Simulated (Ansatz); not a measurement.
TiO$_{2}$

Input file:

```
crystal:
  lattice:
    - [1.474097, -4.79653, 0.0]
    - [1.474097, 4.79653, 0.0]
    - [0.0, 0.0, 10.235223]
  atoms:
    - { symbol: Ti, position: [0.866913, 0.133087, 0.583142] }
    - { symbol: Ti, position: [0.133087, 0.866913, 0.416858] }
    - { symbol: Ti, position: [0.866913, 0.133087, 0.916858] }
    - { symbol: Ti, position: [0.133087, 0.866913, 0.083142] }
    - { symbol: O, position: [0.5, 0.5, 0.5] }
    - { symbol: O, position: [0.5, 0.5, 0.0] }
    - { symbol: O, position: [0.934235, 0.065765, 0.75] }
    - { symbol: O, position: [0.065765, 0.934235, 0.25] }
    - { symbol: O, position: [0.7544, 0.2456, 0.102866] }
    - { symbol: O, position: [0.2456, 0.7544, 0.897134] }
    - { symbol: O, position: [0.2456, 0.7544, 0.602866] }
    - { symbol: O, position: [0.7544, 0.2456, 0.397134] }
hamiltonian:
  xc: rpbe
  pseudopotentials: { kind: paw }
kpoints:
  mp_grid: { grid: [9, 9, 3] }
scf:
  occupations: { method: fermi_dirac, width: 0.05 }
output:
  forces: true
  stress: true
  eigenvalues: true
  write_density: true
  write_potential: true
  elf: true
  volumetric_format: npy
relax:
  f_tol: 0.01
  max_steps: 40
  cell: { stress_tol: 0.05 }
```

Run with:

```sh
ansatz run input.yaml --threads 4 --pin off --max-ram 11264MiB --backend cpu --events-out ev --progress --plain --runs-dir out
```

Below, planes, directions and counts refer to the conventional cell (a = 2.96 Å, b = 9.70 Å, c = 10.35 Å, α = 90.00°, β = 90.00°, γ = 90.00°).

The fields are those of the run's last geometry, not of the input's.

Space group Cmcm; a structure from a database of computed crystals, not necessarily the ambient phase.

The calculation used Kohn-Sham DFT of a periodic cell, RPBE, Ansatz PAW in Ansatz 0.2.0.

The density is the valence pseudo-density of a PAW calculation; it isn't the true density close to the nuclei.

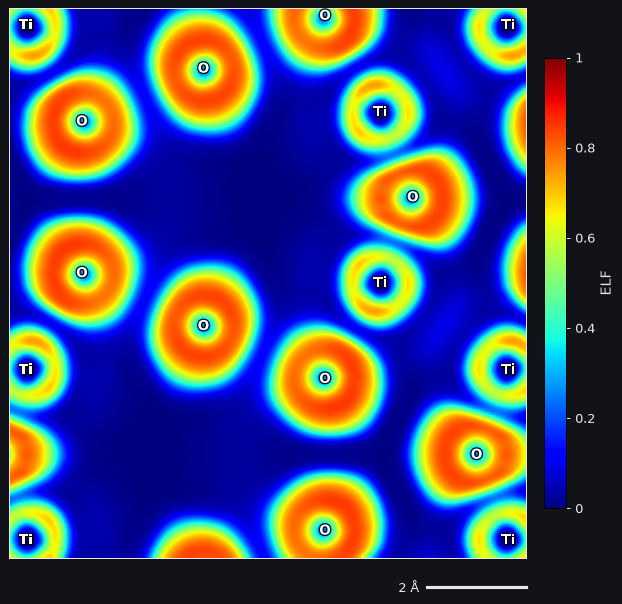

Figure 1. Electron localisation function on the (100) plane of the conventional cell.

Q: Read the bonding off the picture.

A:
- The section cuts through Ti and O sites.
- Ti–O (1.83 Å): the ELF peaks at about 0.80 in the valence shell of O, 0.5 Å from its nucleus, and is about 0.25 at the midpoint: no shared electron pair shows on this line.
- The features right at Ti lie inside the PAW spheres, where the map follows smoothed inner orbitals and isn't to be read closely.

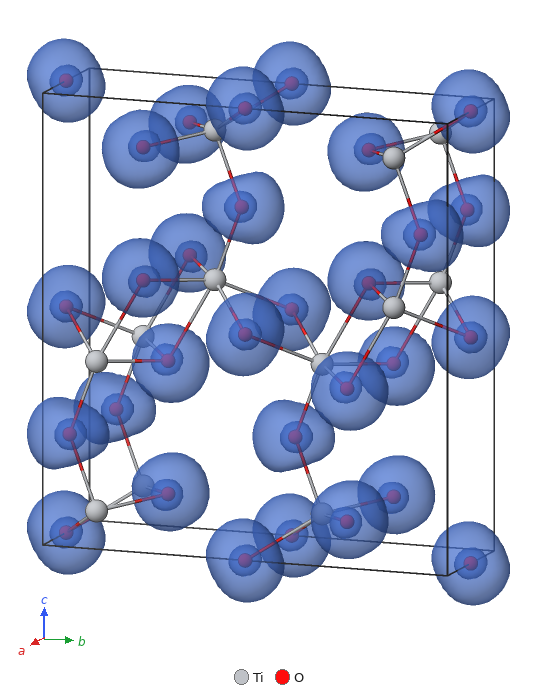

Figure 2. Isosurface of the electron localisation function at 0.7 (blue), seen slightly off an axis. Only the valence region is drawn (cores and ρ < 0.01 e/Å³ removed). Sticks mark near contacts.

Q: Where are the electrons localised?

A: At this value the surface marks out 16 regions wrapped around O (the valence shell of each), counted in one cell of 24 atoms. Regions shared between cells count once. Along the contacts the grid gives the following. Ti–O (1.89 Å): the ELF peaks at about 0.80 in the valence shell of O, 0.6 Å from its nucleus, and is about 0.25 at the midpoint: no shared electron pair shows on this line.

Q: Metal or insulator at this level of theory?

A: It is gapped, with a Kohn–Sham gap of 2.7 eV on the k-point mesh (the band edges may lie off the mesh, which would make the gap smaller).
